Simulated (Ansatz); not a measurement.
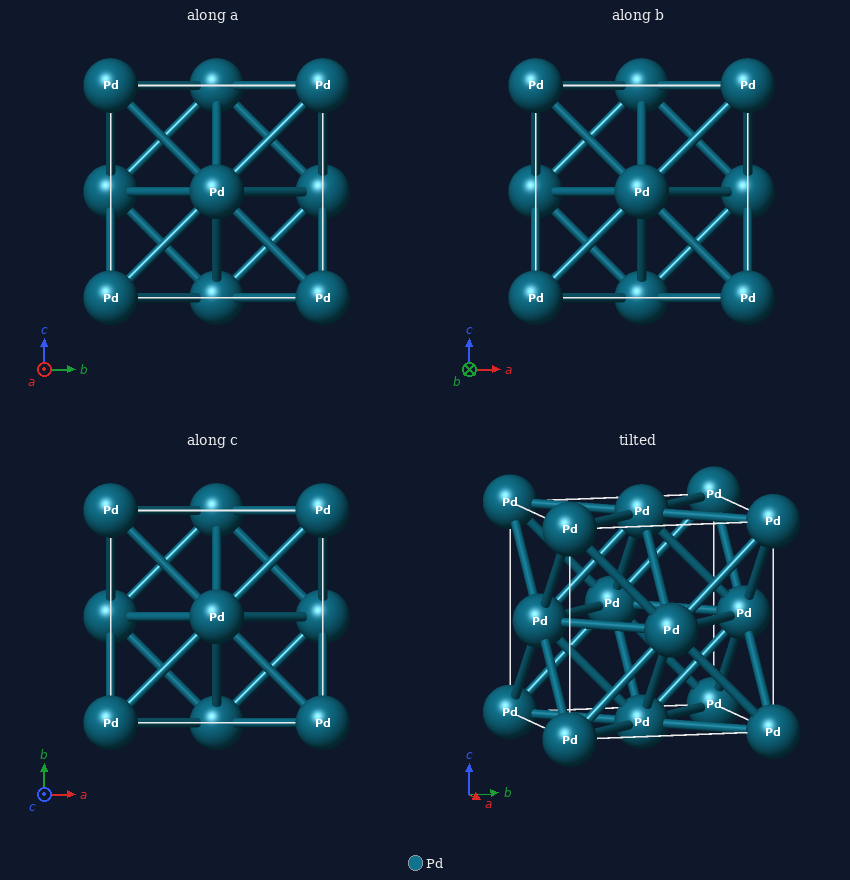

Drawn in the ball-and-stick manner and seen along the a axis, along the b axis, along the c axis and slightly off an axis. Thin lines show the conventional unit cell, with boundary atoms drawn in all their periodic places.

Lattice parameters: a = 3.8389 Å, b = 3.8389 Å, c = 3.8389 Å, α = 90.000°, β = 90.000°, γ = 90.000°.

Convert the drawing into a CIF in P1 with every atom of the cell.

```cif
data_structure
_symmetry_space_group_name_H-M 'P 1'
_symmetry_Int_Tables_number 1
_cell_length_a 3.8389
_cell_length_b 3.8389
_cell_length_c 3.8389
_cell_angle_alpha 90.000
_cell_angle_beta 90.000
_cell_angle_gamma 90.000
_cell_volume 56.58
loop_
_atom_site_label
_atom_site_type_symbol
_atom_site_fract_x
_atom_site_fract_y
_atom_site_fract_z
_atom_site_occupancy
Pd1 Pd 0.0000 0.0000 0.0000 1
Pd2 Pd 0.0000 0.5000 0.5000 1
Pd3 Pd 0.5000 0.0000 0.5000 1
Pd4 Pd 0.5000 0.5000 0.0000 1
```

The initial geometry was the standard structure of this element. The cell was then strained or its atoms displaced on purpose. It went into a calculation with Ansatz.
